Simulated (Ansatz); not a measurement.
MoS2

```
Mo S
1.0
     0.00000    5.43990    0.04080
     3.14073    0.00000    0.00000
     0.00000   -0.21010  -28.01391
Mo S
6 12
Direct
  0.16667 0.50000 0.00000
  0.66667 0.00000 0.00000
  0.33333 0.00000 0.22447
  0.83333 0.50000 0.22447
  0.33333 0.00000 0.77553
  0.83333 0.50000 0.77553
  0.33333 0.00000 0.94434
  0.83333 0.50000 0.94434
  0.16667 0.50000 0.16880
  0.66667 0.00000 0.16880
  0.16667 0.50000 0.71992
  0.66667 0.00000 0.71992
  0.33333 0.00000 0.05566
  0.83333 0.50000 0.05566
  0.16667 0.50000 0.28008
  0.66667 0.00000 0.28008
  0.16667 0.50000 0.83120
  0.66667 0.00000 0.83120
```

Space group Cm; a structure from a database of computed crystals, not necessarily the ambient phase; changed on purpose from its base cell (strain +0.0150 x Voigt [0, 0, 0, 1, 0, 0], atoms carried along); computed without spin polarisation.

All numbers below come from Ansatz 0.2.0, DFT PBEsol, scalar-relativistic, plane waves, PAW.

What will maps of the valence pseudo-density and electron localisation function show?

Answer. Mo–S (2.37 Å): ρ at the midpoint is about 0.65 e/Å³; the ELF peaks at about 0.85 in the valence shell of S, 0.8 Å from its nucleus, and is about 0.45 at the midpoint.

Does the calculation make it a metal, or give it a gap?

Answer. It is gapped, with a Kohn–Sham gap of 1.2 eV on the k-point mesh (the band edges may lie off the mesh, which would make the gap smaller).

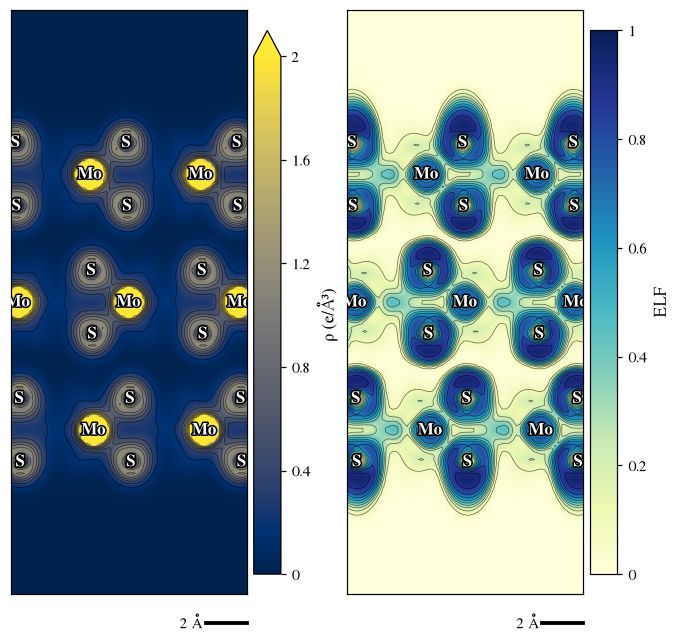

Computed valence pseudo-density and electron localisation function on the (010) plane of the conventional cell, in this order. 

In a PAW calculation such maps are meaningful between the atoms, not at the nuclei.
